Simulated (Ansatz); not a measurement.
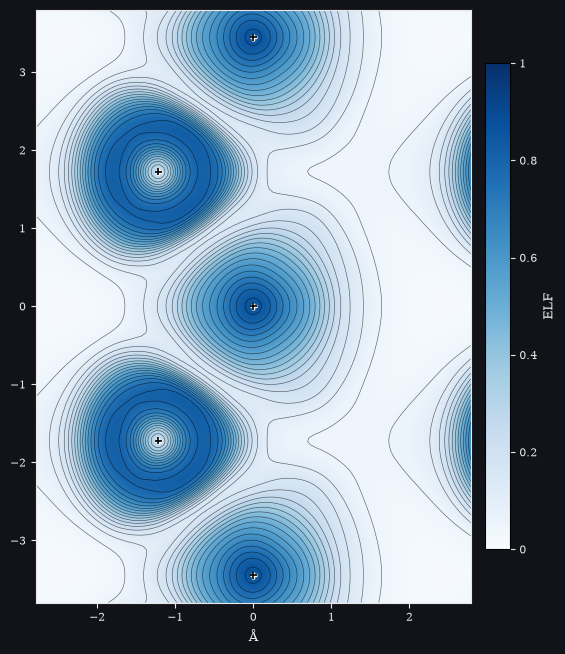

The electron localisation function on a plane through atoms (crosses mark nuclei in the plane).

Computed with Ansatz, DFT PBEsol, scalar-relativistic, plane waves, PAW.

Candidates:
A. AgO, a = 4.87 Å, b = 4.87 Å, c = 4.87 Å, α = 90.00°, β = 90.00°, γ = 90.00°. Space group F-43m; computed pressure about 6 GPa in this cell; computed without spin polarisation.
B. HfB, a = 4.72 Å, b = 4.72 Å, c = 4.72 Å, α = 90.00°, β = 90.00°, γ = 90.00°. Space group Fm-3m; computed pressure about 8 GPa in this cell; computed without spin polarisation.
C. Au, a = 2.86 Å, b = 2.86 Å, c = 4.14 Å, α = 90.00°, β = 90.00°, γ = 90.00°. Space group I4/mmm; a structure from a database of computed crystals, not necessarily the ambient phase; changed on purpose from its base cell (biaxial strain in the a-b plane, c and atoms relaxed: -1.0 %).

Q: Which candidate gave the map?

A: Candidate A: AgO on the (101) plane of the conventional cell, which holds Ag and O. Ag–O (2.11 Å): the ELF peaks at about 0.80 in the valence shell of O, 0.6 Å from its nucleus, and drops to about 0.15 between the two atoms (no shared electron pair shows on this line).
